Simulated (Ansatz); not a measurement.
A periodic structure is given below.

Space group I-4m2 (No. 119). a = 5.507 Å, b = 5.507 Å, c = 3.181 Å, α = 90.00°, β = 90.00°, γ = 90.00°
```json
{"atom": "Ga", "site": "2c", "symmetry": "-4m2", "x": "0.5000", "y": "0.0000", "z": "0.7500"}
{"atom": "Sb", "site": "2a", "symmetry": "-4m2", "x": "0.0000", "y": "0.0000", "z": "0.0000"}
```

**Describe what this structure looks like.**

It has the composition GaSb. Its lattice is body-centred tetragonal, its space group I-4m2 (No. 119). Counting shared atoms by their share gives 2 Ga, 2 Sb, or 4 atoms.

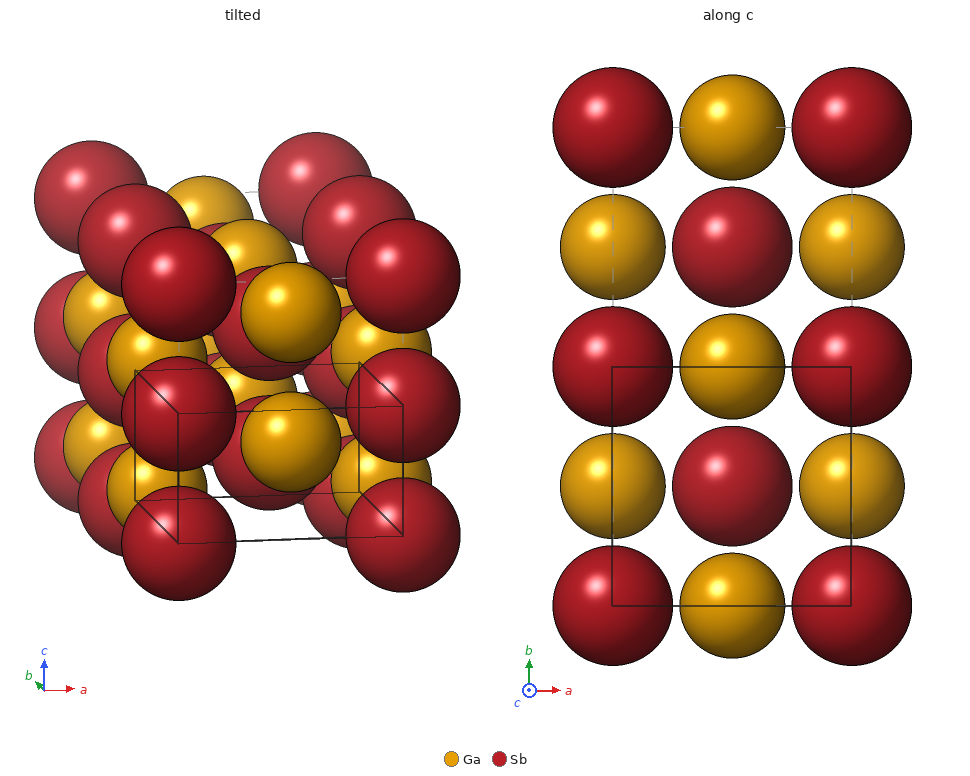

Crystal structure, space-filling style, seen slightly off an axis and along the c axis. The solid frame is a single conventional unit cell within a 1×2×2 block.

Starting structure: a structure listed in the Materials Project. Earlier steps of the study may have refined or changed the cell and positions. A calculation with Ansatz used it as input.
